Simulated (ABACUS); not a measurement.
**Geometry relaxation, with input and output: InP (part 2 of 2)**

Continued. System: InP (2 atoms in the cell). Method: Kohn-Sham DFT of a periodic cell, TPSS, SG15 ONCV 1.2 PBE, no spin polarisation (ABACUS 3.10.1); cutoff 1115.67 eV, 5×5×5 k-mesh, fermi-dirac of 0.05 eV. The structure derives from an entry of the Crystallography Open Database.

Geometry of the input (Å; fractional positions):
```
0.0000  2.9305  2.9305
2.9305  0.0000  2.9305
2.9305  2.9305  0.0000
In 0.0000  0.0000  0.0000
P  0.7500  0.7500  0.7500
```

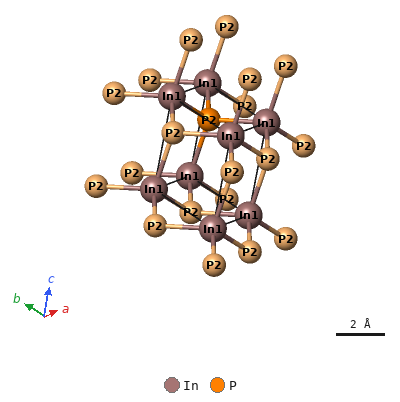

*The geometry at step 1 of the log (ball-and-stick view of the cell of the calculation, seen at an oblique angle; neighbours outside the cell are drawn fainter; atoms are numbered from 1 in the order of the input).*

## The program's output, continued
```
----------------------------------------------------------
 E_KohnSham     -117.5896908213      -1599.8898212277
 E_Harris       -117.6454834023      -1600.6489182357
 E_Fermi        0.5911679701         8.0432528685
----------------------------------------------------------

 PW ALGORITHM --------------- ION=   1  ELEC=   5--------------------------------

 Density error is 1.75778080581e-05
                          Error Threshold = 9.00065868923e-07
----------------------------------------------------------
     Energy           Rydberg                 eV
----------------------------------------------------------
 E_KohnSham     -117.5897069773      -1599.8900410411
 E_Harris       -117.6082874775      -1600.1428417165
 E_Fermi        0.5900527082         8.0280789523
----------------------------------------------------------

 PW ALGORITHM --------------- ION=   1  ELEC=   6--------------------------------

 Density error is 2.30686406888e-07
                          Error Threshold = 9.76544892119e-08
----------------------------------------------------------
     Energy           Rydberg                 eV
----------------------------------------------------------
 E_KohnSham     -117.5897132322      -1599.8901261440
 E_Harris       -117.5889325504      -1599.8795044236
 E_Fermi        0.5900742972         8.0283726846
----------------------------------------------------------

 PW ALGORITHM --------------- ION=   1  ELEC=   7--------------------------------

 Density error is 5.2382400244e-08
                          Error Threshold = 1.28159114938e-09
----------------------------------------------------------
     Energy           Rydberg                 eV
----------------------------------------------------------
 E_KohnSham     -117.5897136690      -1599.8901320874
 E_Harris       -117.5884170529      -1599.8724907200
 E_Fermi        0.5901705235         8.0296819115
----------------------------------------------------------

 PW ALGORITHM --------------- ION=   1  ELEC=   8--------------------------------

 Density error is 1.46224329742e-08
                          Error Threshold = 2.91013334689e-10
----------------------------------------------------------
     Energy           Rydberg                 eV
----------------------------------------------------------
 E_KohnSham     -117.5897137384      -1599.8901330314
 E_Harris       -117.5900791064      -1599.8951041173
 E_Fermi        0.5902504216         8.0307689805
----------------------------------------------------------

 PW ALGORITHM --------------- ION=   1  ELEC=   9--------------------------------

 Density error is 1.53865953492e-10
                          Error Threshold = 8.12357387457e-11
----------------------------------------------------------
     Energy           Rydberg                 eV
----------------------------------------------------------
 E_KohnSham     -117.5897137450      -1599.8901331210
 E_KS(sigma->0) -117.5897133689      -1599.8901280039
 E_Harris       -117.5897560363      -1599.8907085234
 E_band         -3.0593228515        -41.6242228025
 E_one_elec     -40.8710719099       -556.0794613418
 E_Hartree      30.1641752682        410.4046591176
 E_xc           -17.1624122105       -233.5065974875
 E_Ewald        -89.7204041406       -1220.7087231752
 E_entropy(-TS) -0.0000007522        -0.0000102341
 E_descf        0.0000000000         0.0000000000
 E_exx          0.0000000000         0.0000000000
 E_Fermi        0.5902529317         8.0308031329
----------------------------------------------------------

 charge density convergence is achieved
 final etot is -1599.8901331 eV
 EFERMI = 8.0308031329 eV

 STATE ENERGY(eV) AND OCCUPATIONS    NSPIN == 1
[... levels at 3 further k points ...]

------------------------------------------------------------------------------------------
 TOTAL-FORCE (eV/Angstrom)
------------------------------------------------------------------------------------------
                       In1         0.0000000000         0.0000000000         0.0000000000
                        P1         0.0000000000         0.0000000000         0.0000000000
------------------------------------------------------------------------------------------

----------------------------------------------------------------
 TOTAL-STRESS (KBAR)
----------------------------------------------------------------
        31.9839358739        -0.0000000000         0.0000000000
        -0.0000000000        31.9839358739         0.0000000000
        -0.0000000000         0.0000000000        31.9839358739
----------------------------------------------------------------
 TOTAL-PRESSURE: 31.983936 KBAR

 Largest gradient in force is 0.000000 eV/A.
 Threshold is 0.005000 eV/A.

 Largest gradient in stress is 31.983936 kbar.
 Threshold is 1.000000 kbar.

 Relaxation is not converged yet!
DIRECT COORDINATES
    atom                   x                   y                   z     mag                  vx                  vy                  vz
taud_In1            0.0000000000        0.0000000000        0.0000000000  0.0000        0.0000000000        0.0000000000        0.0000000000
taud_P1            0.7500000000        0.7500000000        0.7500000000  0.0000        0.0000000000        0.0000000000        0.0000000000

                          Volume (Bohr^3) = 365.911162
                             Volume (A^3) = 54.222375

 Lattice vectors: (Cartesian coordinate: in unit of a_0)
            -0.000000           +3.004114           +3.004114
            +3.004114           +0.000000           +3.004114
            +3.004114           +3.004114           -0.000000
 Reciprocal vectors: (Cartesian coordinate: in unit of 2 pi/a_0)
            -0.166438           +0.166438           +0.166438
            +0.166438           -0.166438           +0.166438
            +0.166438           +0.166438           -0.166438

 -------------------------------------------
 STEP OF RELAXATION : 2
 -------------------------------------------

[... set-up of the moved cell ...]

 PW ALGORITHM --------------- ION=   2  ELEC=   1--------------------------------
 Notice: Threshold on eigenvalues was too large.
 hsover_error=0.180000 > DRHO=0.000664
 Origin diag ethr = 0.010000
 New diag ethr = 0.000004

 Density error is 0.000069523905
                          Error Threshold = 0.000003688757
----------------------------------------------------------
     Energy           Rydberg                 eV
----------------------------------------------------------
 E_KohnSham     -117.5902206654      -1599.8970301262
 E_Harris       -117.6827241640      -1601.1556047929
 E_Fermi        0.5079349153         6.9108090610
----------------------------------------------------------

[... 5 further cycles ...]
 PW ALGORITHM --------------- ION=   2  ELEC=   7--------------------------------

 Density error is 0.000000000191
                          Error Threshold = 0.000000000061
----------------------------------------------------------
     Energy           Rydberg                 eV
----------------------------------------------------------
 E_KohnSham     -117.5909582169      -1599.9070650297
 E_KS(sigma->0) -117.5909470331      -1599.9069128657
 E_Harris       -117.5910008095      -1599.9076445313
 E_band         -4.0952383457        -55.7185761693
 E_one_elec     -44.2802575629       -602.4638117635
 E_Hartree      31.3017626994        425.8823301555
 E_xc           -17.0905699146       -232.5291329056
 E_Ewald        -87.5218710711       -1190.7961461881
 E_entropy(-TS) -0.0000223677        -0.0003043280
 E_descf        0.0000000000         0.0000000000
 E_exx          0.0000000000         0.0000000000
 E_Fermi        0.5057652923         6.8812898253
----------------------------------------------------------

 charge density convergence is achieved
 final etot is -1599.90706502966 eV
 EFERMI = 6.88128982525 eV

 STATE ENERGY(eV) AND OCCUPATIONS    NSPIN == 1
[... levels at 3 further k points ...]

------------------------------------------------------------------------------------------
 TOTAL-FORCE (eV/Angstrom)
------------------------------------------------------------------------------------------
                       In1         0.0000000000         0.0000000000         0.0000000000
                        P1         0.0000000000         0.0000000000         0.0000000000
------------------------------------------------------------------------------------------

----------------------------------------------------------------
 TOTAL-STRESS (KBAR)
----------------------------------------------------------------
       -14.8009505512        -0.0000000000         0.0000000000
         0.0000000000       -14.8009505512        -0.0000000000
         0.0000000000        -0.0000000000       -14.8009505512
----------------------------------------------------------------
 TOTAL-PRESSURE: -14.800951 KBAR

 Largest gradient in force is 0.000000 eV/A.
 Threshold is 0.005000 eV/A.

 Largest gradient in stress is 14.800951 kbar.
 Threshold is 1.000000 kbar.

 Relaxation is not converged yet!
DIRECT COORDINATES
    atom                   x                   y                   z     mag                  vx                  vy                  vz
taud_In1            0.0000000000        0.0000000000        0.0000000000  0.0000        0.0000000000        0.0000000000        0.0000000000
taud_P1            0.7500000000        0.7500000000        0.7500000000  0.0000        0.0000000000        0.0000000000        0.0000000000

                          Volume (Bohr^3) = 356.375283
                             Volume (A^3) = 52.809305

 Lattice vectors: (Cartesian coordinate: in unit of a_0)
            -0.000000           +2.977787           +2.977787
            +2.977787           +0.000000           +2.977787
            +2.977787           +2.977787           -0.000000
 Reciprocal vectors: (Cartesian coordinate: in unit of 2 pi/a_0)
            -0.167910           +0.167910           +0.167910
            +0.167910           -0.167910           +0.167910
            +0.167910           +0.167910           -0.167910

 -------------------------------------------
 STEP OF RELAXATION : 3
 -------------------------------------------

[... set-up of the moved cell ...]

 PW ALGORITHM --------------- ION=   3  ELEC=   1--------------------------------
 Notice: Threshold on eigenvalues was too large.
 hsover_error=0.180000 > DRHO=0.000208
 Origin diag ethr = 0.010000
 New diag ethr = 0.000001

 Density error is 0.000119318161
                          Error Threshold = 0.000001156509
----------------------------------------------------------
     Energy           Rydberg                 eV
----------------------------------------------------------
 E_KohnSham     -117.5912951648      -1599.9116494416
 E_Harris       -117.5042573257      -1598.7274388882
 E_Fermi        0.5325706528         7.2459954660
----------------------------------------------------------

[... 3 further cycles ...]
 PW ALGORITHM --------------- ION=   3  ELEC=   5--------------------------------

 Density error is 0.000000006706
                          Error Threshold = 0.000000000469
----------------------------------------------------------
     Energy           Rydberg                 eV
----------------------------------------------------------
 E_KohnSham     -117.5914506994      -1599.9137655974
 E_KS(sigma->0) -117.5914471504      -1599.9137173119
 E_Harris       -117.5911551017      -1599.9097437855
 E_band         -3.7351990752        -50.8199905875
 E_one_elec     -43.0784302204       -586.1121118922
 E_Hartree      30.8980689866        420.3897954149
 E_xc           -17.1154365137       -232.8674603436
 E_Ewald        -88.2956458541       -1201.3238922055
 E_entropy(-TS) -0.0000070978        -0.0000965710
 E_descf        0.0000000000         0.0000000000
 E_exx          0.0000000000         0.0000000000
 E_Fermi        0.5350245685         7.2793827012
----------------------------------------------------------

 charge density convergence is achieved
 final etot is -1599.91376559744 eV
 EFERMI = 7.27938270120 eV

 STATE ENERGY(eV) AND OCCUPATIONS    NSPIN == 1
 1/3 kpoint (Cartesian) = 0.00000 0.00000 0.00000 (4279 pws)
       1      -7.105309       0.016000
       2      -7.105309       0.016000
       3      -7.105309       0.016000
       4      -6.977820       0.016000
       5      -6.977820       0.016000
       6      -4.433238       0.016000
       7       6.992980       0.015948
       8       6.992980       0.015948
       9       6.992980       0.015948
      10       7.510394       0.000156
      11      11.215578       0.000000
      12      11.215578       0.000000
      13      11.215578       0.000000

 2/3 kpoint (Cartesian) = 0.03358 0.03358 0.03358 (4285 pws)
       1      -7.146567       0.128000
       2      -7.090403       0.128000
       3      -7.090403       0.128000
       4      -6.976659       0.128000
       5      -6.976659       0.128000
       6      -4.010951       0.128000
       7       4.314256       0.128000
       8       6.612494       0.128000
       9       6.612494       0.128000
      10       8.748347       0.000000
      11      11.756584       0.000000
      12      11.756584       0.000000
      13      11.794357       0.000000

 3/3 kpoint (Cartesian) = 0.06716 0.06716 0.06716 (4248 pws)
       1      -7.207669       0.128000
       2      -7.073377       0.128000
       3      -7.073377       0.128000
       4      -6.967269       0.128000
       5      -6.967269       0.128000
       6      -3.062079       0.128000
       7       1.859306       0.128000
       8       6.143354       0.128000
       9       6.143354       0.128000
      10       8.508035       0.000000
      11      11.962355       0.000000
      12      11.962355       0.000000
      13      13.798251       0.000000

------------------------------------------------------------------------------------------
 TOTAL-FORCE (eV/Angstrom)
------------------------------------------------------------------------------------------
                       In1         0.0000000000         0.0000000000         0.0000000000
                        P1         0.0000000000         0.0000000000         0.0000000000
------------------------------------------------------------------------------------------

----------------------------------------------------------------
 TOTAL-STRESS (KBAR)
----------------------------------------------------------------
         0.0201804864        -0.0000000000        -0.0000000000
        -0.0000000000         0.0201804864         0.0000000000
         0.0000000000         0.0000000000         0.0201804864
----------------------------------------------------------------
 TOTAL-PRESSURE: 0.020180 KBAR

 Largest gradient in force is 0.000000 eV/A.
 Threshold is 0.005000 eV/A.

 Largest gradient in stress is 0.020180 kbar.
 Threshold is 1.000000 kbar.

 Relaxation is converged!

 --------------------------------------------
 !FINAL_ETOT_IS -1599.9137655974443533 eV
 --------------------------------------------
```

## Trajectory as extended XYZ (Å, eV, eV/Å), 3 frames, from step=0 to step=2
```
2
Lattice="0.0000 2.9305 2.9305 2.9305 0.0000 2.9305 2.9305 2.9305 0.0000" Properties=species:S:1:pos:R:3:forces:R:3 step=0 energy=-1599.89013 pressure_GPa=3.20
In    0.0000    0.0000    0.0000    0.0000   0.0000   0.0000
P     4.3957    4.3957    4.3957    0.0000   0.0000   0.0000
2
Lattice="-0.0000 3.0041 3.0041 3.0041 0.0000 3.0041 3.0041 3.0041 -0.0000" Properties=species:S:1:pos:R:3:forces:R:3 step=1 energy=-1599.90707 pressure_GPa=-1.48
In    0.0000    0.0000    0.0000    0.0000   0.0000   0.0000
P     4.5062    4.5062    4.5062    0.0000   0.0000   0.0000
2
Lattice="-0.0000 2.9778 2.9778 2.9778 0.0000 2.9778 2.9778 2.9778 -0.0000" Properties=species:S:1:pos:R:3:forces:R:3 step=2 energy=-1599.91377 pressure_GPa=0.00
In    0.0000    0.0000    0.0000    0.0000   0.0000   0.0000
P     4.4667    4.4667    4.4667    0.0000   0.0000   0.0000
```

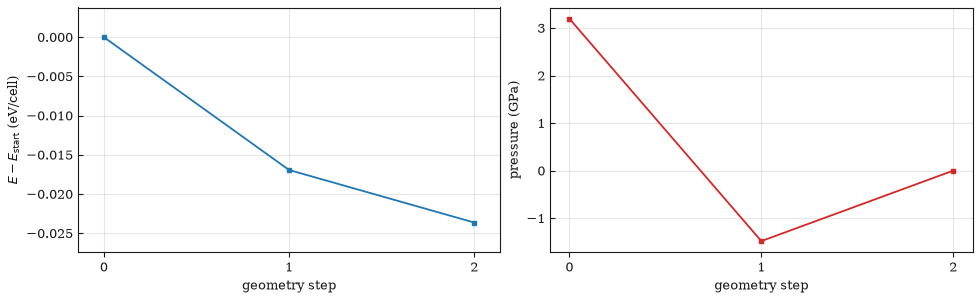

*Progress of the relaxation, step by step (steps are counted from 0).*

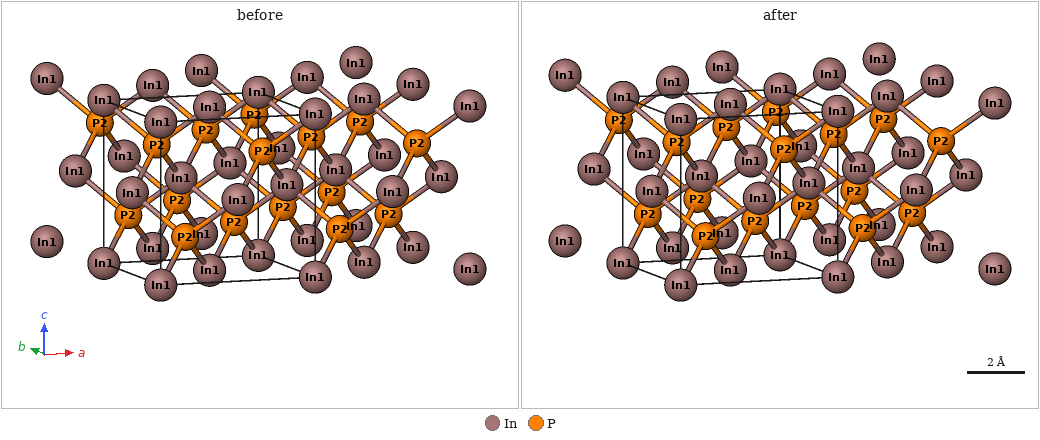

*Before (left) and after (right) the relaxation, at one scale (ball-and-stick view of the cell 4 times as large as that of the calculation, set on its symmetry axes, repeated 2 × 2 × 1, seen slightly off an axis).*

The energy falls by 23.6 meV per cell of the calculation in 2 geometry steps. All forces vanish by symmetry, so only the cell relaxes. The pressure goes from 3.20 to 0.00 GPa. No atom moves by more than 0.005 Å relative to the cell. The drawn cell changes as follows: a = b = c 5.861 → 5.956 Å (+1.6 %); the volume changes by +4.9 %. Among the contacts that change: In1–P2 2.538 → 2.579 Å. The space group stays F-43m (No. 216). (Atoms are counted from 1 in the order of the input.)

## Key numbers

- outcome: converged
- space group (tolerance 0.01 Å): F-43m (216)
- electrons treated: 18
- free energy: −1599.9138 eV
- Fermi energy: 7.279 eV
- gap on the k-point mesh: 0.52 eV
- pressure: 0.00 GPa
- final volume: 52.81 Å³
- largest force (length of the vector) at the end: under 0.001 eV/Å
- final cell: a = 4.211 Å, b = 4.211 Å, c = 4.211 Å, α = 60.00°, β = 60.00°, γ = 60.00°
- wall time: 23 s (CPU time 89 s)
- peak memory: 0.44 GiB
